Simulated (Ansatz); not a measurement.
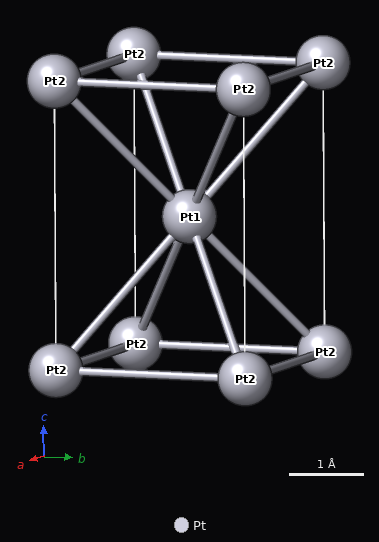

Fig. 1: The structure (ball-and-stick view of the reduced cell, seen slightly off an axis; atoms are numbered from 1 in the order of the input).

Single-point calculation of Pt

The run: single-point calculation of Pt (2 atoms in the cell). Method and program: DFT, PBE, plane waves, PAW, spin-polarised (Ansatz 0.2.0).

The structure derives from a Materials Project entry. Some settings of this run were made unusual or wrong on purpose. Figures and captions count atoms from 1; the log counts them from 0 in places.

### Input
```yaml
crystal:
  lattice:
    - [3.9364208148, 0.0, -0.0037581429]
    - [0.0, 5.5669422406, 1.15e-08]
    - [-1.9695643466, 1.3917355631, 1.4240715014]
  atoms:
    - { symbol: Pt, position: [0.0, 0.5, 0.0] }
    - { symbol: Pt, position: [0.0, 0.0, 0.0] }
basis:
  ecutwfc: 420
kpoints:
  mp_grid: { grid: [9, 6, 24] }
hamiltonian:
  xc: pbe
scf:
  occupations: { method: gaussian, width: 0.1 }
  max_iter: 50
output:
  forces: true
  eigenvalues: true
  stress: true
magnetization:
  spin_polarized: true
  initial_magnetization: 1
```

Hardware: 8 threads of Intel Xeon (Sapphire Rapids), 64 GiB of memory available, shared host.

Launch command:
```bash
ansatz run input.yaml --threads 8 --pin off --max-ram 20480MiB --backend cpu --events-out ev --progress --plain --runs-dir out
```

### Log
```
Engine: ansatz 0.2.0, x86_64-unknown-linux-gnu
Pseudopotentials: kind: paw
Pseudopotential: Pt, paw, valence charge 18, recommended cutoff 420 eV (normal), Pt.paw.azcp
Functional definition: PBE
  parameter kappa = 0.804
  parameter beta = 0.06672455060314922
  exchange = pbe_x(kappa = kappa, mu = beta*pi^2/3)
  correlation = pbe_c(beta = beta)
Crystal: 2 atoms, lattice volume = 31.166 Å³
Basis set: ecut = 420 eV, 619 PW (Γ), exchange–correlation on 54×80×40 points (8 copies of the dense FFT grid, shifted against one another)
Bands: 23, of which v1, the nominal top of the filled ones, is band 18 counted from 1 (17 counted from 0)
Symmetry: 4 space group operations
Space group: C2/m (ITA 12), of the structure as read, at distance tolerance 3.1e-5 Å
Magnetic group: BNS 12.58 (UNI 65), of the structure as read, at distance tolerance 3.1e-5 Å
k-points: 650 of 1296
Non-local potential: Pt, projectors of the file, l = 0: 3, l = 1: 2, l = 2: 2, l = 3: 1
PAW form: soft (Blöchl's): semilocal exchange-correlation on the pseudo side does not see the compensation charge
PAW one-centre angular grid: Pt, 590 points (default); XC on 64 Gauss nodes
Initial density: superposition of atomic densities (chi_scale 0.1, normalization cell)
Starting moments: Σ|m| = 1 μB on 2 of 2 sites
Initial wavefunctions: pseudopotential atomic-orbital guess
Functional: x = pbe(κ = 0.804, μ = 0.2195149727645171), c = pbe(β = 0.06672455060314922)
SCF iter   1: F=—  HF=-25046.302561 eV  |F-HF|=—  |Δ(HF+E_count)|=         —  Δρ=5.02e-2 (↑5.02e-2 ↓2.94e-2)  dr2=1.68e0  dr2_m=8.17e-2  M=0.262 μB ∫|m|=0.262 μB  β_m=0.30  ethr=3.10e-3  ⟨swp⟩=4.5  Hψ=111413  notcnv=0
Mixer restart at iter 1: flushing history
preconditioner: auto → Kerker (q_TF=auto, 2.795 Å⁻¹)  [metal: Δε(μ)=0.000 eV  Ē_g=10.666 eV  σ=0.100 eV  W_gap=0.00  n_scr=14 (ndim 8)  ℏωp=29.7 eV  f_vac=0.000  D(μ)=3.67/eV (n_scr^D=48)]
spin=Collinear: Kerker preconditioning applied to the charge; magnetization (m = ρ↑ − ρ↓) channel mixes plain (no charge-response kernel on spin).
SCF iter   2: F=—  HF=-25046.163653 eV  |F-HF|=—  |Δ(HF+E_count)|=   1.39e-1  Δρ=3.67e-2 (↑3.67e-2 ↓2.13e-2)  dr2=8.65e-1  dr2_m=4.67e-2  M=0.223 μB ∫|m|=0.223 μB  β_m=0.65  ethr=3.10e-3  ⟨swp⟩=2.0  Hψ=45436  notcnv=0  defer=527
SCF iter   3: F=—  HF=-25046.041041 eV  |F-HF|=—  |Δ(HF+E_count)|=   1.23e-1  Δρ=5.32e-3 (↑5.15e-3 ↓5.32e-3)  dr2=1.03e-2  dr2_m=2.01e-3  M=0.075 μB ∫|m|=0.081 μB  β_m=0.82  ethr=2.40e-3  ⟨swp⟩=2.0  Hψ=48429  notcnv=0  defer=600
SCF iter   4: F=—  HF=-25046.037375 eV  |F-HF|=—  |Δ(HF+E_count)|=   3.67e-3  Δρ=1.44e-3 (↑1.44e-3 ↓5.42e-4)  dr2=8.10e-4  dr2_m=1.70e-4  M=0.026 μB ∫|m|=0.029 μB  β_m=0.91  ethr=2.87e-5  ⟨swp⟩=2.4  Hψ=56039  notcnv=0  defer=580
SCF iter   5: F=—  HF=-25046.036916 eV  |F-HF|=—  |Δ(HF+E_count)|=   4.59e-4  Δρ=5.58e-4 (↑3.56e-4 ↓5.58e-4)  dr2=3.58e-5  dr2_m=4.78e-5  M=0.012 μB ∫|m|=0.014 μB  β_m=0.96  ethr=2.25e-6  ⟨swp⟩=2.3  Hψ=45074  notcnv=0  defer=580
SCF iter   6: F=—  HF=-25046.036942 eV  |F-HF|=—  |Δ(HF+E_count)|=   2.59e-5  Δρ=7.68e-5 (↑7.68e-5 ↓5.89e-5)  dr2=9.09e-7  dr2_m=6.68e-7  M=0.002 μB ∫|m|=0.002 μB  β_m=0.98  ethr=9.95e-8  ⟨swp⟩=2.1  Hψ=47098  notcnv=0  defer=580
SCF iter   7: F=—  HF=-25046.036945 eV  |F-HF|=—  |Δ(HF+E_count)|=   3.21e-6  Δρ=3.08e-5 (↑3.08e-5 ↓2.93e-5)  dr2=2.38e-8  dr2_m=2.42e-7  M=0.001 μB ∫|m|=0.001 μB  β_m=0.99  ethr=2.53e-9  ⟨swp⟩=2.0  Hψ=48382  notcnv=0  defer=580
SCF iter   8: F=—  HF=-25046.036945 eV  |F-HF|=—  |Δ(HF+E_count)|=   2.50e-8  Δρ=3.95e-6 (↑3.95e-6 ↓3.36e-6)  dr2=5.54e-9  dr2_m=1.90e-9  M=0.000 μB ∫|m|=0.000 μB  β_m=0.99  ethr=6.61e-11  ⟨swp⟩=2.0  Hψ=53562  notcnv=0  defer=580
SCF iter   9: F=—  HF=-25046.036945 eV  |F-HF|=—  |Δ(HF+E_count)|=   2.28e-9  Δρ=1.94e-6 (↑8.85e-7 ↓1.94e-6)  dr2=8.12e-10  dr2_m=4.56e-10  M=0.000 μB ∫|m|=0.000 μB  β_m=1.00  ethr=1.54e-11  ⟨swp⟩=2.7  Hψ=50665  notcnv=0  defer=580
SCF iter  10: F=—  HF=-25046.036945 eV  |F-HF|=—  |Δ(HF+E_count)|=  1.09e-10  Δρ=2.21e-7 (↑2.01e-7 ↓2.21e-7)  dr2=3.64e-11  dr2_m=1.21e-13  M=-0.000 μB ∫|m|=0.000 μB  β_m=1.00  ethr=2.25e-12  ⟨swp⟩=2.0  Hψ=45097  notcnv=0  defer=580
SCF iter  11: F=-25046.036945 eV  HF=-25046.036945 eV  |F-HF|=0.00e0  |Δ(HF+E_count)|=  7.28e-12  Δρ=4.30e-8 (↑4.30e-8 ↓4.23e-8)  dr2=9.08e-13  dr2_m=1.27e-14  M=-0.000 μB ∫|m|=0.000 μB  ethr=1.00e-12  ⟨swp⟩=3.1  Hψ=73924  notcnv=0
SCF 1 converged in 11 iterations: F = -25046.036945 eV  dr2 = 9.08e-13
  greatest PAW one-centre occupation: 1.000 electrons in one spin orbital (limit 2), on the Pt atom at site 1 (counted from 0), in its partial waves of l = 0
```

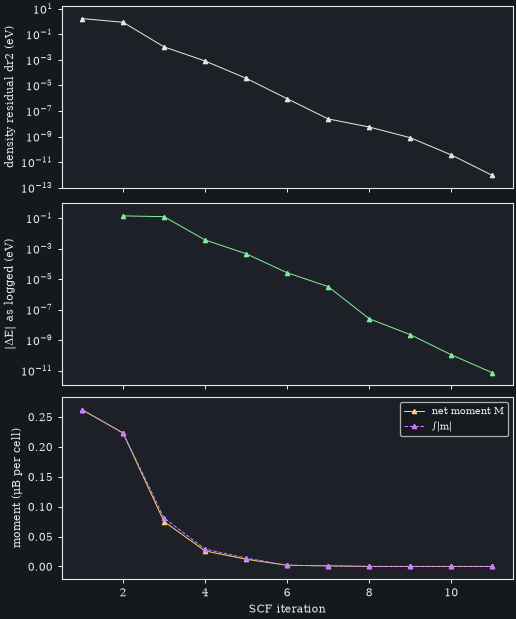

Fig. 2: Convergence of the self-consistent field: density residual dr2, size of the energy change and magnetic moment against the SCF iteration. The residual falls at every step. The net moment goes from 0.3 to 0.0 μB per cell, and ∫|m| falls to zero.

```
WARN: the starting moments were not kept: the SCF closed with an absolute magnetisation of 4.9e-7 μB, where they sum to 1 μB in size (2 sites). That is at most 0.1 of that sum. Measured as dr2_m measures the in/out step, that magnetisation stands 6.6e-14 eV from none, at or under the dr2_threshold of 1.0e-7 eV: it is no larger than a step whose dr2_m would equal this threshold. The system may hold no moment; this SCF shows only that its start led to no more than that. To try another start: raise the starting moments (crystal.atoms[].spin, magnetization.per_species, magnetization.initial_magnetization, or on a non-collinear deck that types none of these the spinor_matrix: blocks that start its atoms; where the total moment is fixed, keep their sum and leave initial_magnetization as it is; typed ones take the place of any that the run laid by itself, positive ones on a crystal's lanthanoids without a Hubbard term where scf.initial_density.shell_occupations: [] is typed) or, if the notice of its spin-set hold's release reads "site moments contracting" or "site moments show no strong build", lengthen the hold (scf.mixing.spin_hold: { on: { confirm: 4 } }; for m-r²SCAN on two components see the key's manual first). Each may lead to a state that holds a moment. A second SCF, from the converged charge density, with the starting moments and any scf.initial_density.shell_occupations laid on it anew, would have followed, and was not run: the deck does not ask for one (magnetization.retry_lost_moments is false, the default). To let it run, set magnetization.retry_lost_moments: true and run the deck again, where that key's refused combinations let it; where memory then withholds it, that run's warning says so.
SCF converged after 11 iterations
Magnetization: -0.0000 μB (18.0000 up, 18.0000 down)
Absolute magnetization: 0.0000 μB (∫|ρ↑−ρ↓|, with the PAW one-centre terms)
Spin contamination: 0.0000 ħ² per cell (⟨S²⟩ above its minimum at these occupations)
Per-site moments (μB) at R_I (Å): [(-2.364745692250105e-7, 1.1481818371237502), (-2.364745692250105e-7, 1.1481818371237502)]
Free energy (F): -25046.036945 eV
Harris-Foulkes:  -25046.036945 eV  (|F-HF|=0.00e0)
Internal energy: -25046.017148 eV  (E = F + TS)
E sigma→0 (E₀):  -25046.027047 eV
Entropy (-TS):   -0.019796 eV (-9.898 meV/atom)
Fermi energy:    22.398982 eV
--- Per-component energies (eV) ---
  E_band       = -287.080450
  E_kinetic    = 1274.353653
  E_local      = -3009.241971  (includes V_loc(G=0)·N_el)
  E_nonlocal   = 399.614932
  E_hartree    = 1115.094681
  E_xc         = -523.330844
  E_vxc        = -605.378127  (∫ρ·V_xc dr)
  E_paw        = -18907.819938  (= ΣΔE_a)
  E_vpaw       = -576.618712  (= ΣTr[D̂ρ^β])
  E_aug_tail   = 0.000409  (compensation charges beyond the density's cutoff)
  E_ewald      = -5394.688070
  E_smearing   = -0.019796  (= −TS)
  E_closure    = 0.000000  (closes the sum)
  Σ components = -25046.036945   (vs F -25046.036945, Δ=0.00e0)
--- Forces (eV/Å), atoms counted from 1 ---
  atom   1  Pt     0.00000000     0.00000000     0.00000000
  atom   2  Pt     0.00000000     0.00000000     0.00000000
  max |Σ_I F_I| component: 0.00e0 eV/Å
--- Stress (GPa, compression-positive) ---
        1.498501      -0.000007      -0.035296
       -0.000007       1.736694       0.000001
       -0.035296       0.000001      -0.027669
  P = ⅓ Tr σ = 1.0692 GPa (10.692 kbar)
--- Band table (eV; the first three rows and the last of 1300) ---
  k-point 0 ↑: bands = ["-75.9835", "-75.9462", "-30.4028", "-30.1566", "-30.1430", "-30.0151", "-29.9956", "-29.9818", "12.5322", "15.6554", "16.1021", "18.6394", "18.8626", "18.8839", "20.7795", "20.9281", "22.3906", "22.8252", "22.9101", "24.1674", "30.8585", "33.7190", "33.8016"]
  k-point 1 ↑: bands = ["-75.9824", "-75.9467", "-30.3959", "-30.1577", "-30.1392", "-30.0169", "-30.0027", "-29.9963", "12.7068", "15.7543", "16.1920", "18.5666", "18.9286", "18.9456", "20.7085", "20.9410", "21.9611", "22.3628", "22.7869", "24.4184", "31.2898", "33.9215", "34.0119"]
  k-point 2 ↑: bands = ["-75.9791", "-75.9481", "-30.3787", "-30.1609", "-30.1268", "-30.0423", "-30.0221", "-30.0174", "13.2120", "16.0406", "16.4524", "18.3794", "19.0722", "19.1279", "20.5241", "20.6144", "21.0298", "22.0070", "22.4446", "24.5570", "32.1343", "34.2752", "34.8607"]
  k-point 649 ↓: bands = ["-75.9565", "-75.9550", "-30.4154", "-30.3811", "-30.0944", "-30.0654", "-30.0505", "-30.0399", "15.5010", "15.5349", "18.5700", "18.7154", "18.8478", "19.0150", "20.6297", "20.7997", "22.1687", "22.1884", "22.7713", "23.3035", "28.6115", "29.4317", "36.9276"]
```

### Outcome

```csv
quantity,value
outcome,converged
space group (tolerance 0.01 Å),Immm (71)
electrons treated,36
free energy,−25046.0369 eV
Fermi energy,22.399 eV
gap on the k-point mesh,none (metallic)
net moment of the cell,0.00 μB
integrated absolute moment,0.00 μB
pressure,1.07 GPa
largest force (length of the vector),under 0.001 eV/Å
wall time,6.8 s (CPU time 46 s)
peak memory,0.96 GiB
```

### Notes

The input was spoiled on purpose: an impossible spin (`magnetization`). It did no harm here: the run converged to the energy of the sound run within 1 meV per atom. The program warns: some starting moments were not kept.
